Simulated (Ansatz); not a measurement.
MgB2: single-point calculation

The run: single-point calculation of MgB2 (P6/mmm, 3 atoms in the cell). Method and program: DFT, r2SCAN, plane waves, PAW, no spin polarisation (Ansatz 0.2.0).

The structure derives from an entry of the Crystallography Open Database. Figures and captions count atoms from 1; the log counts them from 0 in places.

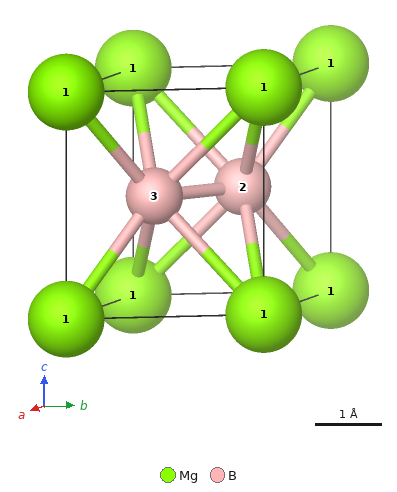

Figure 1. The input geometry (ball-and-stick view of the cell of the calculation, seen slightly off an axis; atoms are numbered from 1 in the order of the input). An atom can appear more than once, as a periodic image. Near neighbours in the periodic cell (some may lie outside the picture): Mg has 12 B at 2.49 Å; B has 3 B at 1.77 Å and 6 Mg at 2.49 Å.

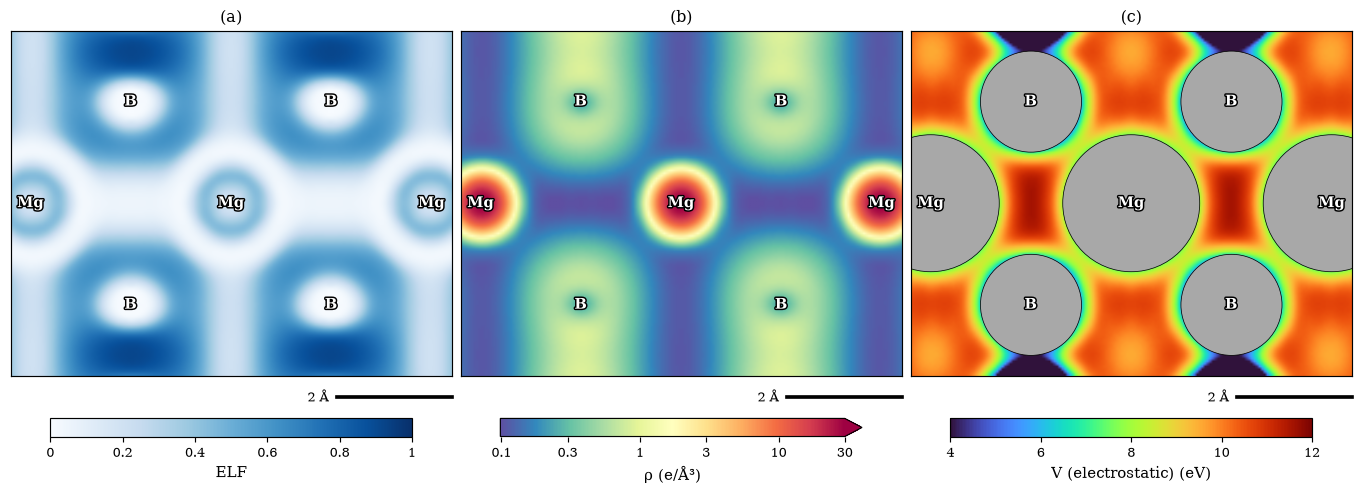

Figure 2. (a) electron localisation function; (b) valence electron density; (c) electrostatic potential energy of an electron on the (110) plane of the conventional cell. Grey discs, where drawn, cover atomic cores. The section cuts through Mg and B sites. Mg–B (2.49 Å): ρ is about 0.21 e/Å³ halfway; the ELF is about 0.40 at the midpoint. Away from the nuclei the density in this plane falls to 0.1 e/Å³ at its lowest. Outside the cores the potential energy rises away from the atoms and is highest about 1.7 Å from the nearest atoms; outside the discs it spans about 7 eV, and its zero is arbitrary. The fields are those of the smooth PAW valence density.

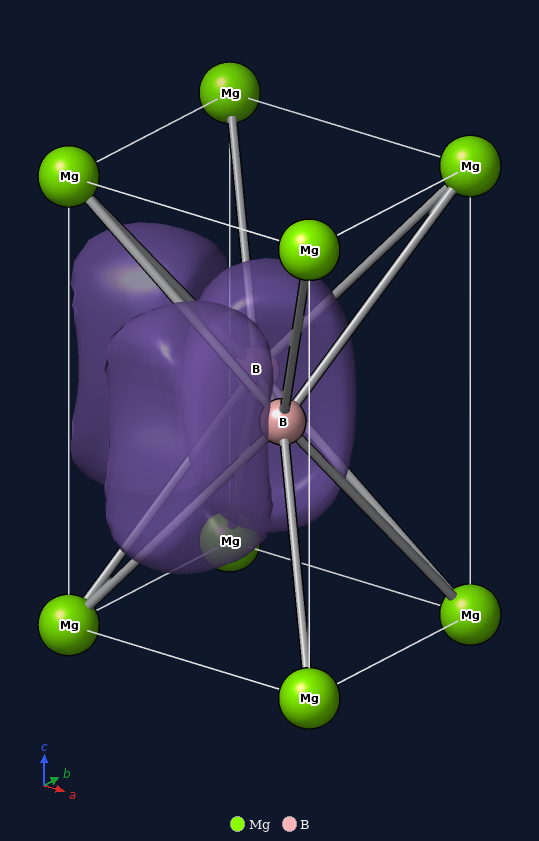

Figure 3. Isosurface of the electron localisation function at 0.65 (purple), seen slightly off an axis. Only the valence region is drawn (cores and ρ < 0.01 e/Å³ removed). Sticks mark near contacts. The outline is the cell set on symmetry axes. The ELF exceeds this value in three regions between bonded B–B atoms (shared pairs), counted in one cell of 3 atoms.  Values along the shortest contacts: Mg–B (2.49 Å): the ELF is about 0.40 at the midpoint.

The input that produced these results follows, with the program's output.

The input
```yaml
crystal:
  lattice:
    - [3.072148008315, -2.886758726671e-11, 0.0]
    - [-1.536074004133, 2.660558219401, 0.0]
    - [0.0, 0.0, 3.4993583942]
  atoms:
    - { symbol: Mg, position: [0.0, 0.0, 0.0] }
    - { symbol: B, position: [0.3333333333333, 0.6666666666667, 0.5] }
    - { symbol: B, position: [0.6666666666667, 0.3333333333333, 0.5] }
basis:
  ecutwfc: 500
  ecutrho_ratio: 4
  precision: f64
kpoints:
  mp_grid: { grid: [12, 12, 10] }
hamiltonian:
  xc: r2scan
scf:
  occupations: { method: gaussian, width: 0.05 }
  eigensolver: { kind: davidson }
output:
  forces: true
  stress: true
  write_density: true
  write_potential: true
  elf: true
  volumetric_format: npy
```

Launch command:
```bash
ansatz run input.yaml --threads 4 --pin off --max-ram 7168MiB --backend cpu --events-out ev --progress --plain --runs-dir out
```

Log
```
Engine: ansatz 0.2.0, x86_64-unknown-linux-gnu
Pseudopotentials: kind: paw
Pseudopotential: Mg, paw, valence charge 10, recommended cutoff 500 eV (meta_gga), Mg.paw.azcp
Pseudopotential: B, paw, valence charge 3, recommended cutoff 500 eV (meta_gga), B.paw.azcp
Functional definition: r2SCAN
  parameter k0 = 0.174
  parameter k1 = 0.065
  parameter a1 = 4.9479
  exchange = r2scan_x(k0 = k0, k1 = k1, a1 = a1)
  correlation = r2scan_c
Crystal: 3 atoms, lattice volume = 28.602 Å³
Basis set: ecut = 500 eV, 745 PW (Γ), exchange–correlation on 96×96×108 points (64 copies of the dense FFT grid, shifted against one another)
Bands: 12, of which v1, the nominal top of the filled ones, is band 8 counted from 1 (7 counted from 0)
Symmetry: 24 space group operations
Space group: P6/mmm (ITA 191), of the structure as read, at distance tolerance 3.1e-5 Å
k-points: 114 of 1440
Non-local potential: Mg, projectors of the file, l = 0: 3, l = 1: 2, l = 2: 1
Non-local potential: B, projectors of the file, l = 0: 2, l = 1: 2, l = 2: 1
PAW form: soft (Blöchl's): semilocal exchange-correlation on the pseudo side does not see the compensation charge
PAW frozen core: Mg, regenerated for the run's functional (the file was generated under x = pbe(κ = 0.804, μ = 0.2195149727645171), c = pbe(β = 0.06672455060314922))
PAW frozen core: B, regenerated for the run's functional (the file was generated under x = pbe(κ = 0.804, μ = 0.2195149727645171), c = pbe(β = 0.06672455060314922))
PAW one-centre angular grid: Mg, 302 points (default); XC on 224 Gauss nodes
PAW one-centre angular grid: B, 302 points (default); XC on 160 Gauss nodes
Initial density: superposition of atomic densities (neutral atoms: chi_scale 0, normalization atom), corrected by the library's trained network
Initial wavefunctions: pseudopotential atomic-orbital guess
Functional: x = r2scan, c = r2scan; τ floored in thin density (d = 2e-4 eV/Å³)
SCF iter   1: F=—  HF=-2239.992282 eV  |F-HF|=—  |Δ(HF+E_count)|=         —  Δρ=7.19e-3  dr2=4.85e-3  dr2_τ=2.25e-1  ethr=1.77e-3  ⟨swp⟩=8.1  Hψ=6478  notcnv=0
preconditioner: auto → none  [insulator: Δε(μ)=0.052 eV  Ē_g=12.080 eV  σ=0.050 eV  W_gap=0.51  n_scr=8 (ndim 8)  ℏωp=19.6 eV  f_vac=0.000  D(μ)=0.41/eV (n_scr^D=0)  ε∞_Penn≈3.6]
SCF iter   2: F=—  HF=-2240.055511 eV  |F-HF|=—  |Δ(HF+E_count)|=   6.32e-2  Δρ=3.36e-3  dr2=1.79e-3  dr2_τ=3.66e-5  ethr=3.03e-5  ⟨swp⟩=3.7  Hψ=3981  notcnv=0  defer=12
iter 3 solved again at ethr=1.06e-6 eV; its pass at ethr=1.12e-5 eV (dr2=1.70e-4 eV) is discarded
SCF iter   3: F=—  HF=-2240.056049 eV  |F-HF|=—  |Δ(HF+E_count)|=   5.38e-4  Δρ=8.84e-4  dr2=1.72e-4  dr2_τ=6.35e-6  ethr=1.06e-6  ⟨swp⟩=2.0  Hψ=4997  notcnv=0  defer=2
SCF iter   4: F=—  HF=-2240.056047 eV  |F-HF|=—  |Δ(HF+E_count)|=   2.45e-6  Δρ=1.45e-4  dr2=3.77e-6  dr2_τ=4.36e-7  ethr=1.06e-6  ⟨swp⟩=3.0  Hψ=2514  notcnv=0  defer=2
iter 5 did not close the SCF: its close was put off for the readings that it lacked (scf_convergence_deferred on its scf_iter line)
SCF iter   5: F=-2240.056050 eV  HF=-2240.056050 eV  |F-HF|=1.13e-7  |Δ(HF+E_count)|=   2.89e-6  Δρ=2.34e-5  dr2=6.77e-8  dr2_τ=7.21e-9  ethr=2.36e-8  ⟨swp⟩=3.0  Hψ=2678  notcnv=0  defer=2
SCF iter   6: F=-2240.056050 eV  HF=-2240.056050 eV  |F-HF|=6.29e-10  |Δ(HF+E_count)|=   1.43e-7  Δρ=5.32e-6  dr2=3.76e-9  dr2_τ=4.57e-10  ethr=4.23e-10  ⟨swp⟩=4.0  Hψ=3342  notcnv=0  defer=2
the search or the solves at the SCF's close seem to have found levels that the self-consistency loop had missed (the run counts 5). By its estimate they hold under 1e-12 electrons; where the run keeps them, the occupations were computed again with them
SCF 1 converged in 6 iterations: F = -2240.056050 eV  dr2 = 3.76e-9
  Residual-converged pass: ⟨swp⟩=5.5  Hψ=4780  notcnv=0  max |occ|·‖R‖ = 9.9e-9 eV (tolerance 1.0e-8 eV)  dr2=3.75e-9  dr2_τ=4.52e-10  dr2_onsite=2.45e-9  max |Δocc| = 1.9e-8
  greatest PAW one-centre occupation: 1.000 electrons in one spin orbital (limit 2), on the Mg atom at site 0 (counted from 0), in its partial waves of l = 0
SCF converged after 6 iterations
Free energy (F): -2240.056050 eV
Harris-Foulkes:  -2240.056050 eV  (|F-HF|=6.29e-10)
Internal energy: -2240.055299 eV  (E = F + TS)
E sigma→0 (E₀):  -2240.055675 eV
Entropy (-TS):   -0.000751 eV (-0.250 meV/atom)
Fermi energy:    9.381306 eV
--- Per-component energies (eV) ---
  E_band       = -307.735829
  E_kinetic    = 173.709795
  E_local      = -1515.124854  (includes V_loc(G=0)·N_el)
  E_nonlocal   = 117.937605
  E_hartree    = 540.101097
  E_xc         = -90.879307
  E_vxc        = -123.093450  (∫ρ·V_xc dr)
  E_paw        = -455.797062  (= ΣΔE_a)
  E_vpaw       = -47.844504  (= ΣTr[D̂ρ^β])
  E_aug_tail   = -0.000005  (compensation charges beyond the density's cutoff)
  E_vtau       = 6.476818  (kinetic-family band-sum trace: ∫τ·v_τ [+ j·A + Jᵃ·Aᵃ] dr)
  E_ewald      = -1009.939476
  E_core_change = -0.063092  (= ΣΔE_core)
  E_smearing   = -0.000751  (= −TS)
  E_closure    = -0.000000  (closes the sum)
  Σ components = -2240.056050   (vs F -2240.056050, Δ=0.00e0)
--- Forces (eV/Å), atoms counted from 1 ---
  atom   1  Mg     0.00000000     0.00000000     0.00000000
  atom   2  B      0.00000000     0.00000000     0.00000000
  atom   3  B     -0.00000000    -0.00000000     0.00000000
  max |Σ_I F_I| component: 5.55e-17 eV/Å
--- Stress (GPa, compression-positive) ---
       -0.068640       0.000000       0.000000
        0.000000      -0.068640       0.000000
        0.000000       0.000000       0.033414
  P = ⅓ Tr σ = -0.0346 GPa (-0.346 kbar)
--- Band table (eV; the first three rows and the last of 114) ---
  k-point 0: bands = ["-68.7555", "-33.8545", "-33.8545", "-33.8417", "-3.9219", "6.2753", "9.7693", "9.7693", "11.4593", "16.0605", "16.0605", "17.9751"]
  k-point 1: bands = ["-68.7555", "-33.8545", "-33.8545", "-33.8425", "-3.8314", "5.5899", "9.8054", "9.8054", "12.3686", "16.0874", "16.0874", "17.9799"]
  k-point 2: bands = ["-68.7554", "-33.8543", "-33.8543", "-33.8445", "-3.5715", "4.2624", "9.9025", "9.9025", "14.3665", "16.1599", "16.1599", "17.9929"]
  k-point 113: bands = ["-68.7513", "-33.8826", "-33.8826", "-33.8416", "2.4626", "2.4626", "3.9037", "7.2840", "7.2840", "13.6655", "22.0612", "22.1272"]
```

File rho_z.tsv
```
# z_ang	rho[e/angstrom^3]
# format = ansatz-planar-average/11
# lattice	3.072148008	-0.000000000	0.000000000
# lattice	-1.536074004	2.660558219	0.000000000
# lattice	0.000000000	0.000000000	3.499358394
# sites	3
# site	12	0.000000000	0.000000000	0.000000000
# site	5	0.000000000	1.773705480	1.749679197
# site	5	1.536074004	0.886852740	1.749679197
0.000000	1.645301e0
0.129606	1.457145e0
0.259212	1.015321e0
0.388818	5.750434e-1
0.518423	3.101876e-1
0.648029	2.225902e-1
0.777635	2.275684e-1
0.907241	2.645987e-1
1.036847	3.157473e-1
1.166453	3.750361e-1
1.296059	4.343767e-1
1.425665	4.838975e-1
1.555270	5.164037e-1
1.684876	5.312328e-1
1.814482	5.312328e-1
1.944088	5.164037e-1
2.073694	4.838975e-1
2.203300	4.343767e-1
2.332906	3.750361e-1
2.462511	3.157473e-1
2.592117	2.645987e-1
2.721723	2.275684e-1
2.851329	2.225902e-1
2.980935	3.101876e-1
3.110541	5.750434e-1
3.240147	1.015321e0
3.369753	1.457145e0
```

File v_z.tsv
```
# z_ang	v_es[eV]	v_tot[eV]
# format = ansatz-planar-average/11
# xc	r2scan
# density_cutoff_ev	2000
# datasets	Mg=:simpson_from_first_knot:soft:shift=0	B=:simpson_from_first_knot:soft:shift=0
# lattice	3.072148008	-0.000000000	0.000000000
# lattice	-1.536074004	2.660558219	0.000000000
# lattice	0.000000000	0.000000000	3.499358394
# sites	3
# site	12	0.000000000	0.000000000	0.000000000
# site	5	0.000000000	1.773705480	1.749679197
# site	5	1.536074004	0.886852740	1.749679197
0.000000	-3.286165e0	-1.335551e1
0.129606	-2.615602e0	-1.211729e1
0.259212	-7.799600e-1	-1.006466e1
0.388818	1.741373e0	-7.994475e0
0.518423	4.281760e0	-5.483535e0
0.648029	6.253266e0	-3.616925e0
0.777635	7.347611e0	-3.032517e0
0.907241	7.632120e0	-3.437688e0
1.036847	7.066597e0	-4.779966e0
1.166453	5.213044e0	-7.388067e0
1.296059	2.117852e0	-1.095740e1
1.425665	-1.384629e0	-1.479485e1
1.555270	-4.285026e0	-1.801185e1
1.684876	-5.888801e0	-1.979047e1
1.814482	-5.888801e0	-1.979047e1
1.944088	-4.285026e0	-1.801185e1
2.073694	-1.384629e0	-1.479485e1
2.203300	2.117852e0	-1.095740e1
2.332906	5.213044e0	-7.388067e0
2.462511	7.066597e0	-4.779966e0
2.592117	7.632120e0	-3.437688e0
2.721723	7.347611e0	-3.032517e0
2.851329	6.253266e0	-3.616925e0
2.980935	4.281760e0	-5.483535e0
3.110541	1.741373e0	-7.994475e0
3.240147	-7.799600e-1	-1.006466e1
3.369753	-2.615602e0	-1.211729e1
```

Results in brief

- outcome: converged
- space group (tolerance 0.01 Å): P6/mmm (191)
- electrons treated: 16
- free energy: −2240.0561 eV
- Fermi energy: 9.381 eV
- pressure: −0.03 GPa
- largest force (length of the vector): under 0.001 eV/Å
- hardware: 4 threads of AMD EPYC (Zen 5), 32 GiB of memory available, shared host
- wall time: 0.84 s (CPU time 2.8 s)
- peak memory: 0.45 GiB

Remarks

Settings chosen away from the usual ones: scf.eigensolver.kind = "davidson", basis.precision = "f64".
